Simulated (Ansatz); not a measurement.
## Run report: Cs, geometry relaxation

System: Cs (Im-3m, 1 atom in the cell).
Method: DFT PBE, scalar-relativistic, plane waves, PAW, no spin polarisation (Ansatz 0.2.0).

The structure derives from an entry of the Crystallography Open Database. Figures and captions count atoms from 1; the log counts them from 0 in places.

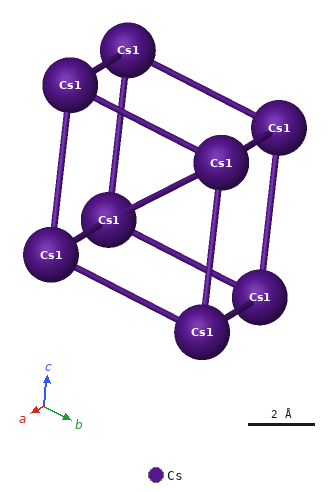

The input geometry (ball-and-stick view of the cell of the calculation, seen slightly off an axis; atoms are numbered from 1 in the order of the input). An atom can appear more than once, as a periodic image. Near neighbours in the periodic cell (some may lie outside the picture): Cs has 8 Cs at 5.25 Å.

### Input file
```yaml
crystal:
  lattice:
    - [-3.0335, 3.0335, 3.0335]
    - [3.0335, -3.0335, 3.0335]
    - [3.0335, 3.0335, -3.0335]
  atoms:
    - { symbol: Cs, position: [0.0, 0.0, 0.0] }
basis:
  ecutwfc: 420
kpoints:
  mp_grid: { grid: [10, 10, 10] }
hamiltonian:
  xc: pbe
scf:
  occupations: { method: gaussian, width: 0.1 }
output:
  forces: true
  stress: true
  eigenvalues: true
  write_density: true
  write_potential: true
  elf: true
  volumetric_format: npy
relax:
  adjacent_minimum: "off"
  f_tol: 0.005
  max_steps: 80
  cell: { stress_tol: 0.05 }
```

Launch command:
```bash
ansatz run input.yaml --threads 4 --pin off --max-ram 10240MiB --backend cpu --events-out ev --progress --plain --runs-dir out
```

### Output
```
Engine: ansatz 0.2.0, x86_64-unknown-linux-gnu
Pseudopotentials: kind: paw
Pseudopotential: Cs, paw, valence charge 9, recommended cutoff 420 eV (normal), Cs.paw.azcp
Functional definition: PBE
  parameter kappa = 0.804
  parameter beta = 0.06672455060314922
  exchange = pbe_x(kappa = kappa, mu = beta*pi^2/3)
  correlation = pbe_c(beta = beta)
Crystal: 1 atoms, lattice volume = 111.659 Å³
Basis set: ecut = 420 eV, 2171 PW (Γ), exchange–correlation on 72×72×72 points (8 copies of the dense FFT grid, shifted against one another)
Bands: 9, of which v1, the nominal top of the filled ones, is band 5 counted from 1 (4 counted from 0)
Symmetry: 48 space group operations
Space group: Im-3m (ITA 229), of the structure as read, at distance tolerance 4.8e-5 Å
k-points: 47 of 1000
Non-local potential: Cs, projectors of the file, l = 0: 3, l = 1: 2, l = 2: 2, l = 3: 2
PAW form: soft (Blöchl's): semilocal exchange-correlation on the pseudo side does not see the compensation charge
PAW one-centre angular grid: Cs, 194 points (default); XC on 64 Gauss nodes
Initial density: superposition of atomic densities (neutral atoms: chi_scale 0, normalization atom), corrected by the library's trained network
Initial wavefunctions: pseudopotential atomic-orbital guess
Functional: x = pbe(κ = 0.804, μ = 0.2195149727645171), c = pbe(β = 0.06672455060314922)
SCF iter   1: F=—  HF=-5670.762868 eV  |F-HF|=—  |Δ(HF+E_count)|=         —  Δρ=2.21e-4  dr2=3.98e-5  ethr=1.77e-3  ⟨swp⟩=6.0  Hψ=3481  notcnv=0
preconditioner: auto → Kerker (q_TF=auto, 1.793 Å⁻¹)  [metal: Δε(μ)=0.049 eV  Ē_g=2.726 eV  σ=0.100 eV  W_gap=0.27  n_scr=12 (ndim 8)  ℏωp=3.5 eV  f_vac=0.000  D(μ)=1.88/eV (n_scr^D=12)]
SCF iter   2: F=—  HF=-5670.763150 eV  |F-HF|=—  |Δ(HF+E_count)|=   2.82e-4  Δρ=1.37e-4  dr2=3.31e-5  ethr=4.42e-7  ⟨swp⟩=3.5  Hψ=1192  notcnv=0
SCF iter   3: F=—  HF=-5670.763168 eV  |F-HF|=—  |Δ(HF+E_count)|=   1.87e-5  Δρ=4.21e-5  dr2=4.03e-6  ethr=3.68e-7  ⟨swp⟩=2.6  Hψ=632  notcnv=0
SCF iter   4: F=—  HF=-5670.763169 eV  |F-HF|=—  |Δ(HF+E_count)|=   1.50e-7  Δρ=1.38e-5  dr2=7.21e-7  ethr=4.48e-8  ⟨swp⟩=1.0  Hψ=413  notcnv=0
iter 5 did not close the SCF: its close was put off for the readings that it lacked (scf_convergence_deferred on its scf_iter line)
SCF iter   5: F=-5670.763169 eV  HF=-5670.763169 eV  |F-HF|=3.69e-8  |Δ(HF+E_count)|=   2.32e-7  Δρ=6.84e-6  dr2=9.02e-8  ethr=8.01e-9  ⟨swp⟩=2.4  Hψ=601  notcnv=0
SCF iter   6: F=-5670.763169 eV  HF=-5670.763169 eV  |F-HF|=1.14e-9  |Δ(HF+E_count)|=   5.33e-8  Δρ=1.40e-6  dr2=9.60e-10  ethr=1.00e-9  ⟨swp⟩=6.2  Hψ=2334  notcnv=0
SCF 1 converged in 6 iterations: F = -5670.763169 eV  dr2 = 9.60e-10
  greatest PAW one-centre occupation: 0.930 electrons in one spin orbital (limit 2), on the Cs atom at site 0 (counted from 0), in its partial waves of l = 0
relax step   1: F+E_penalty+E_count = -5670.76316883 eV  Δ(F+E_penalty+E_count) = +0.000e0 eV  max|allowed force component| = 0.000e0 eV/Å  Δτ_max = 0.0000 Å  P = +0.099 GPa  Ω = 111.659 Å³  (6 SCF iters, dr2 threshold 1.00e-7 eV, accepted)
Crystal: 1 atoms, lattice volume = 112.042 Å³
Initial density: handed on by an earlier stage of this run
Initial wavefunctions: those handed on with the density
iter 1 solved again at ethr=8.38e-9 eV; its pass at ethr=3.10e-3 eV (dr2=7.54e-7 eV) is discarded
SCF iter   1: F=—  HF=-5670.763397 eV  |F-HF|=—  |Δ(HF+E_count)|=         —  Δρ=9.85e-6  dr2=2.58e-7  ethr=8.38e-9  ⟨swp⟩=3.0  Hψ=4126  notcnv=0
preconditioner: auto → Kerker (q_TF=auto, 1.792 Å⁻¹)  [metal: Δε(μ)=0.051 eV  Ē_g=2.725 eV  σ=0.100 eV  W_gap=0.28  n_scr=12 (ndim 8)  ℏωp=3.5 eV  f_vac=0.000  D(μ)=1.88/eV (n_scr^D=12)]
SCF iter   2: F=—  HF=-5670.763397 eV  |F-HF|=—  |Δ(HF+E_count)|=   2.63e-7  Δρ=5.91e-6  dr2=1.17e-7  ethr=2.86e-9  ⟨swp⟩=1.0  Hψ=423  notcnv=0
SCF iter   3: F=-5670.763397 eV  HF=-5670.763397 eV  |F-HF|=3.42e-9  |Δ(HF+E_count)|=   4.16e-9  Δρ=1.97e-6  dr2=6.83e-9  ethr=2.73e-10  ⟨swp⟩=6.2  Hψ=2537  notcnv=0
SCF 2 converged in 3 iterations: F = -5670.763397 eV  dr2 = 6.83e-9
relax step   2: F+E_penalty+E_count = -5670.76339670 eV  Δ(F+E_penalty+E_count) = -2.279e-4 eV  max|allowed force component| = 0.000e0 eV/Å  Δτ_max = 0.0000 Å  P = +0.092 GPa  Ω = 112.042 Å³  energy of the carried Pulay correction = -2.632e-7 eV  (3 SCF iters, dr2 threshold 2.46e-8 eV, accepted)
Crystal: 1 atoms, lattice volume = 116.808 Å³
Basis set: ecut = 420 eV, 2243 PW (Γ), exchange–correlation on 72×72×72 points (8 copies of the dense FFT grid, shifted against one another)
iter 1 solved again at ethr=2.82e-7 eV; its pass at ethr=3.10e-3 eV (dr2=2.54e-5 eV) is discarded
SCF iter   1: F=—  HF=-5670.764764 eV  |F-HF|=—  |Δ(HF+E_count)|=         —  Δρ=1.09e-4  dr2=3.26e-5  ethr=2.82e-7  ⟨swp⟩=3.0  Hψ=4411  notcnv=0
preconditioner: auto → Kerker (q_TF=auto, 1.780 Å⁻¹)  [metal: Δε(μ)=0.052 eV  Ē_g=2.682 eV  σ=0.100 eV  W_gap=0.29  n_scr=12 (ndim 8)  ℏωp=3.4 eV  f_vac=0.000  D(μ)=1.85/eV (n_scr^D=12)]
SCF iter   2: F=—  HF=-5670.764777 eV  |F-HF|=—  |Δ(HF+E_count)|=   1.26e-5  Δρ=6.59e-5  dr2=1.48e-5  ethr=2.82e-7  ⟨swp⟩=1.0  Hψ=423  notcnv=0
SCF iter   3: F=—  HF=-5670.764778 eV  |F-HF|=—  |Δ(HF+E_count)|=   9.18e-7  Δρ=1.99e-5  dr2=8.64e-7  ethr=1.65e-7  ⟨swp⟩=2.6  Hψ=623  notcnv=0
SCF iter   4: F=—  HF=-5670.764778 eV  |F-HF|=—  |Δ(HF+E_count)|=   4.25e-7  Δρ=4.21e-6  dr2=3.28e-8  ethr=9.60e-9  ⟨swp⟩=2.1  Hψ=634  notcnv=0
SCF iter   5: F=-5670.764778 eV  HF=-5670.764778 eV  |F-HF|=3.21e-9  |Δ(HF+E_count)|=   4.13e-8  Δρ=1.06e-6  dr2=2.29e-9  ethr=2.33e-10  ⟨swp⟩=8.1  Hψ=2423  notcnv=0
SCF 3 converged in 5 iterations: F = -5670.764778 eV  dr2 = 2.29e-9
relax step   3: F+E_penalty+E_count = -5670.76477839 eV  Δ(F+E_penalty+E_count) = -1.382e-3 eV  max|allowed force component| = 0.000e0 eV/Å  Δτ_max = 0.0000 Å  P = +0.004 GPa  Ω = 116.808 Å³  energy of the carried Pulay correction = -3.462e-6 eV  (5 SCF iters, dr2 threshold 2.09e-8 eV, accepted)
Initial wavefunctions: pseudopotential atomic-orbital guess (no wavefunctions were taken with the density)
iter 1 solved again at ethr=3.48e-8 eV; its pass at ethr=3.10e-3 eV (dr2=3.14e-6 eV) is discarded
SCF iter   1: F=—  HF=-5670.764782 eV  |F-HF|=—  |Δ(HF+E_count)|=         —  Δρ=2.14e-6  dr2=2.30e-9  ethr=3.48e-8  ⟨swp⟩=3.6  Hψ=5030  notcnv=0
preconditioner: auto → Kerker (q_TF=auto, 1.780 Å⁻¹)  [metal: Δε(μ)=0.052 eV  Ē_g=2.683 eV  σ=0.100 eV  W_gap=0.29  n_scr=12 (ndim 8)  ℏωp=3.4 eV  f_vac=0.000  D(μ)=1.85/eV (n_scr^D=12)]
SCF iter   2: F=—  HF=-5670.764782 eV  |F-HF|=—  |Δ(HF+E_count)|=   8.28e-8  Δρ=1.22e-6  dr2=1.21e-9  ethr=2.56e-11  ⟨swp⟩=2.2  Hψ=644  notcnv=0
SCF iter   3: F=—  HF=-5670.764782 eV  |F-HF|=—  |Δ(HF+E_count)|=   2.71e-8  Δρ=3.57e-7  dr2=8.83e-11  ethr=1.34e-11  ⟨swp⟩=2.2  Hψ=612  notcnv=0
SCF iter   4: F=—  HF=-5670.764782 eV  |F-HF|=—  |Δ(HF+E_count)|=   2.71e-9  Δρ=8.09e-8  dr2=1.80e-11  ethr=1.00e-12  ⟨swp⟩=2.0  Hψ=637  notcnv=0
SCF iter   5: F=-5670.764782 eV  HF=-5670.764782 eV  |F-HF|=1.82e-12  |Δ(HF+E_count)|=  2.73e-11  Δρ=4.03e-8  dr2=2.15e-12  ethr=1.00e-12  ⟨swp⟩=5.4  Hψ=1506  notcnv=0
SCF 4 converged in 5 iterations: F = -5670.764782 eV  dr2 = 2.15e-12
relax step   4: F+E_penalty+E_count = -5670.76478223 eV  Δ(F+E_penalty+E_count) = -3.838e-6 eV  max|allowed force component| = 0.000e0 eV/Å  Δτ_max = 0.0000 Å  P = +0.004 GPa  Ω = 116.808 Å³  stress off target by 4.26e-3 GPa  SCF on the basis re-selected at this cell (its energy is not comparable with the rows above)  (5 SCF iters)
```

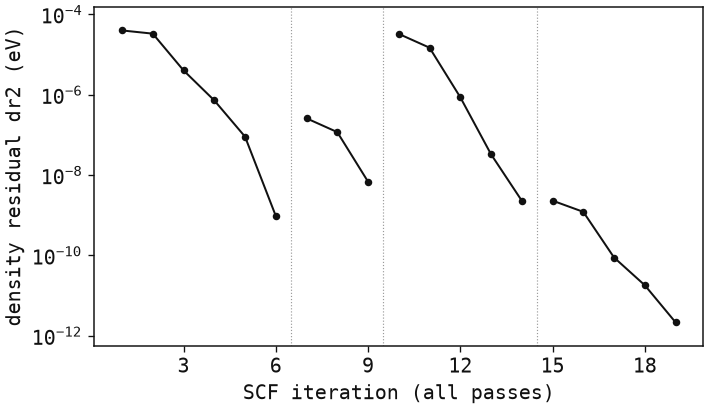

Convergence of the self-consistent field: density residual dr2 against the SCF iteration. The dotted lines part the SCF passes of the relaxation: geometry steps, rejected trials and re-solves on a re-selected basis. The passes take 6, 3, 5 and 5 iterations.

```
basis re-selected at this cell: Δ(F+E_penalty+E_count) = -3.838e-6 eV, ΔP = +0.000 GPa vs the last step (what re-selecting the basis moved, of the pressure what is left beyond the Pulay correction that the steps carried, after the strain that the cell walked since its last selection, with what the two solves' SCF thresholds leave and, on support functions, any second-order correction that the steps lacked; it is no measure of the basis error at this ecutwfc). This SCF's stress stands 4.26e-3 GPa from its target on what of the cell is left free (relax.cell.stress_tol is 5.00e-2 GPa) and its largest allowed force component is 0.00e0 eV/Å (relax.f_tol is 5.00e-3 eV/Å): within both
SCF converged after 5 iterations
Free energy (F): -5670.764782 eV
Harris-Foulkes:  -5670.764782 eV  (|F-HF|=1.82e-12)
Internal energy: -5670.755548 eV  (E = F + TS)
E sigma→0 (E₀):  -5670.760165 eV
Entropy (-TS):   -0.009234 eV (-9.234 meV/atom)
Fermi energy:    2.168508 eV
--- Per-component energies (eV) ---
  E_band       = -92.813304
  E_kinetic    = 140.715304
  E_local      = -396.535595  (includes V_loc(G=0)·N_el)
  E_nonlocal   = 30.214390
  E_hartree    = 139.058589
  E_xc         = -172.850148
  E_vxc        = -124.505641  (∫ρ·V_xc dr)
  E_paw        = -5066.757428  (= ΣΔE_a)
  E_vpaw       = -20.818935  (= ΣTr[D̂ρ^β])
  E_aug_tail   = -0.000001  (compensation charges beyond the density's cutoff)
  E_ewald      = -344.600658
  E_smearing   = -0.009234  (= −TS)
  E_closure    = 0.000000  (closes the sum)
  Σ components = -5670.764782   (vs F -5670.764782, Δ=0.00e0)
--- Forces (eV/Å), atoms counted from 1 ---
  atom   1  Cs     0.00000000    -0.00000000     0.00000000
  max |Σ_I F_I| component: 6.74e-31 eV/Å
--- Stress (GPa, compression-positive) ---
        0.004256      -0.000000      -0.000000
       -0.000000       0.004256       0.000000
       -0.000000      -0.000000       0.004256
  P = ⅓ Tr σ = 0.0043 GPa (0.043 kbar)
--- Band table (eV; the first three rows and the last of 47) ---
  k-point 0: bands = ["-21.7001", "-8.4476", "-8.4476", "-8.4476", "0.5004", "4.6445", "4.6445", "4.6445", "5.4917"]
  k-point 1: bands = ["-21.6995", "-8.4604", "-8.4517", "-8.4476", "0.6092", "4.5260", "4.5347", "4.7519", "5.3210"]
  k-point 2: bands = ["-21.6980", "-8.4936", "-8.4627", "-8.4476", "0.9203", "4.1315", "4.2734", "5.0694", "5.2840"]
  k-point 46: bands = ["-21.6890", "-8.5405", "-8.5405", "-8.5405", "2.8240", "2.8240", "5.1169", "5.1169", "5.1169"]
--- Relaxed structure (3 steps of the walk, 3 accepted, 1 SCFs on fresh bases) ---
  F+E_penalty+E_count = -5670.76478223 eV   max|allowed force component| = 0.000e0 eV/Å   (the final SCF, on the basis selected at the relaxed cell)
  cell:  # Å, volume = 116.8078 Å³
    - [-3.0794321531534847, 3.0794321531534847, 3.0794321531534847]
    - [3.0794321531534847, -3.0794321531534847, 3.0794321531534847]
    - [3.0794321531534847, 3.0794321531534847, -3.0794321531534847]
  atoms:
    - { symbol: Cs, position: [0.0, 0.0, 0.0] }
```

### Trajectory as extended XYZ (Å, eV, eV/Å), 4 frames, from step=1 to step=4
```
1
Lattice="-3.0335 3.0335 3.0335 3.0335 -3.0335 3.0335 3.0335 3.0335 -3.0335" Properties=species:S:1:pos:R:3:forces:R:3 step=1 energy=-5670.76317 pressure_GPa=0.10
Cs    0.0000    0.0000    0.0000    0.0000   0.0000   0.0000
1
Lattice="-3.0370 3.0370 3.0370 3.0370 -3.0370 3.0370 3.0370 3.0370 -3.0370" Properties=species:S:1:pos:R:3:forces:R:3 step=2 energy=-5670.76340 pressure_GPa=0.09
Cs    0.0000    0.0000    0.0000    0.0000   0.0000   0.0000
1
Lattice="-3.0794 3.0794 3.0794 3.0794 -3.0794 3.0794 3.0794 3.0794 -3.0794" Properties=species:S:1:pos:R:3:forces:R:3 step=3 energy=-5670.76478 pressure_GPa=0.00
Cs    0.0000    0.0000    0.0000    0.0000   0.0000   0.0000
1
Lattice="-3.0794 3.0794 3.0794 3.0794 -3.0794 3.0794 3.0794 3.0794 -3.0794" Properties=species:S:1:pos:R:3:forces:R:3 step=4 energy=-5670.76478 pressure_GPa=0.00
Cs    0.0000    0.0000    0.0000    0.0000   0.0000   0.0000
```

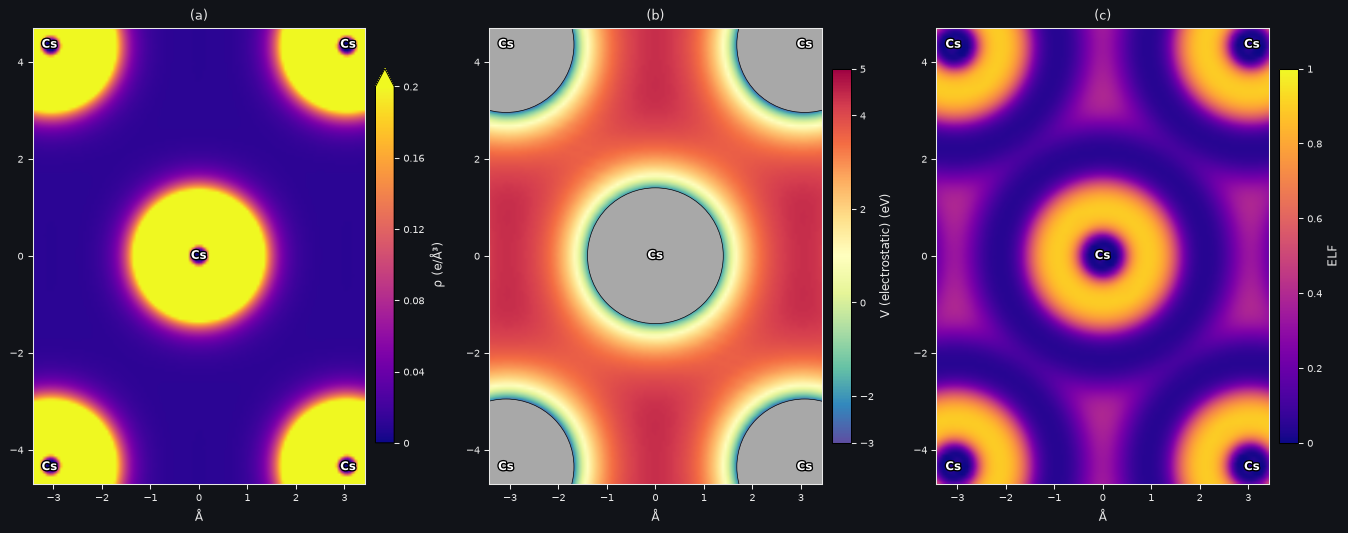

(a) valence charge density (pseudo); (b) electrostatic potential (local pseudopotential plus Hartree) felt by an electron; (c) electron localisation function on the (011̄) plane of the conventional cell. Grey discs, where drawn, cover atomic cores. Cs–Cs (5.33 Å): ρ at the midpoint is about 0.01 e/Å³; the ELF is about 0.10 at the midpoint; no localised pair between them. Away from the nuclei the density in this plane falls to 0.01 e/Å³ at its lowest. The strong features right at Cs lie inside the PAW spheres (semicore, d or f shells) and say nothing about bonding. Outside the cores the potential energy rises away from the atoms and is highest about 3.2 Å from the nearest atoms; outside the discs it spans about 7 eV, and its zero is arbitrary. The fields are those of the smooth PAW valence density.

### Summary

```csv
quantity,value
outcome,converged
space group (tolerance 0.01 Å),Im-3m (229)
electrons treated,9
free energy,−5670.7648 eV
Fermi energy,2.169 eV
gap on the k-point mesh,none (metallic)
pressure,0.00 GPa
final volume,116.81 Å³
largest force (length of the vector) at the end,under 0.001 eV/Å
final cell,"a = 5.334 Å, b = 5.334 Å, c = 5.334 Å, α = 109.47°, β = 109.47°, γ = 109.47°"
hardware,"4 threads of Intel Xeon @ 2.50GHz (Skylake/Cascade Lake), 189 GiB of memory available, shared host"
wall time,9.2 s (CPU time 28 s)
peak memory,0.45 GiB
```
